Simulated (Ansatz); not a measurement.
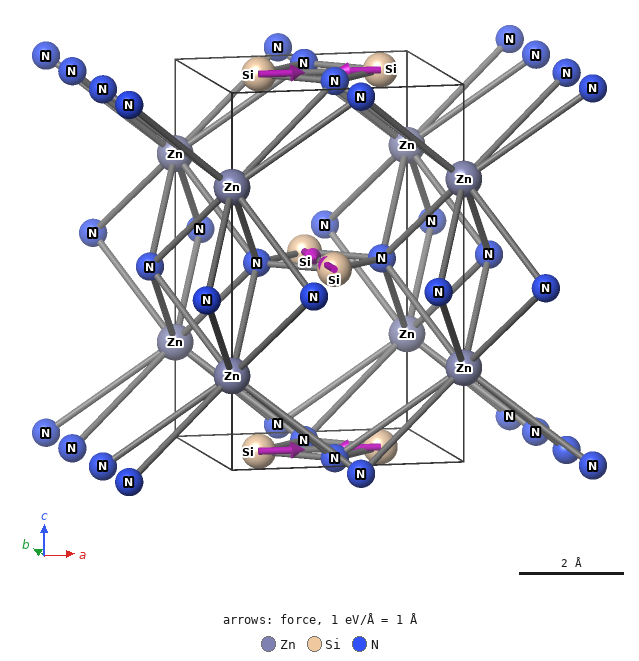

Starting geometry of a crystal of ZnSi2N2 (a generated structure, set up in P4_2/mmc) (coarse preliminary run) with the computed forces as purple arrows. Style: ball-and-stick. Shown: the cell of the calculation, slightly off an axis.

Theory: DFT PBE, scalar-relativistic, plane waves, PAW (Ansatz 0.2.0).

The input:
```yaml
crystal:
  lattice:
    - [4.6198151005, 0.0, 0.0]
    - [0.0, 4.6198151005, 0.0]
    - [0.0, 0.0, 7.3772021534]
  atoms:
    - { symbol: Zn, position: [0.0, 0.0, 0.75] }
    - { symbol: Zn, position: [0.0, 0.0, 0.25] }
    - { symbol: Si, position: [0.2379233941, 0.5, 0.0] }
    - { symbol: Si, position: [0.7620766059, 0.5, 0.0] }
    - { symbol: Si, position: [0.5, 0.2379233941, 0.5] }
    - { symbol: Si, position: [0.5, 0.7620766059, 0.5] }
    - { symbol: "N", position: [0.5, 0.2311429014, 0.0] }
    - { symbol: "N", position: [0.5, 0.7688570986, 0.0] }
    - { symbol: "N", position: [0.7688570986, 0.5, 0.5] }
    - { symbol: "N", position: [0.2311429014, 0.5, 0.5] }
basis:
  ecutwfc: 420
kpoints:
  mp_grid: { grid: [4, 4, 4] }
hamiltonian:
  xc: pbe
scf:
  occupations: { method: gaussian, width: 0.1 }
  lower_state_search: "off"
output:
  forces: true
  stress: true
  eigenvalues: true
relax:
  adjacent_minimum: "off"
  f_tol: 0.04
  max_steps: 70
  cell: { stress_tol: 0.4 }
```

Run as
```bash
ansatz run input.yaml --threads 1 --pin off --max-ram 2560MiB --backend cpu --events-out ev --progress --plain --runs-dir out
```

Question: Is this structure relaxed? If not, where do the atoms go?

Answer: It isn't relaxed: the largest force vector, on Si atoms, is 0.93 eV/Å. The final displacements have little in common with the starting forces (cosine between the two patterns 0.22). The largest moves relative to the cell, 0.15 Å, are those of N7, N8, N9 and N10. N7 goes along +b. Largest moves by element: N 0.15 Å, Si 0.02 Å. Zn stays in place. The drawn cell changes as follows: a = b 4.620 → 5.277 Å (+14.2 %), c 7.377 → 4.150 Å (−43.7 %); the volume changes by −26.6 %. Some distances before and after: Zn1–Zn2 3.689 → 2.075 Å, Si3–N10 3.689 → 2.077 Å, Si3–Si5 4.067 → 2.831 Å, Si3–Si4 2.198 → 2.552 Å. New bonds form: Si3–N10 (3.69 → 2.08 Å), Si4–N9 (3.69 → 2.08 Å), Si5–N7 (3.69 → 2.08 Å), Si6–N8 (3.69 → 2.08 Å). Bond angles that change, for instance: Si5–N9–Si6 88.5° → 94.3°, N9–Si5–N10 91.5° → 85.7°, Si6–Si5–N9 134.3° → 137.1°. The space group stays P4_2/mmc (No. 131). After 16 accepted moves (18 points after the start) the energy has fallen by 606 meV per atom. The largest force component goes from 0.93 to 0.021 eV/Å. The pressure goes from 1.67 to 0.02 GPa. The SCF was repeated twice at an unchanged geometry on a basis and grid sized afresh for the cell, which shifted the energy by 14.3 meV per atom at most. The run took 4.2 min on 1 thread of Intel(R) Xeon(R) Processor @ 2.70GHz, with other jobs on the host, peak memory 0.47 GiB.
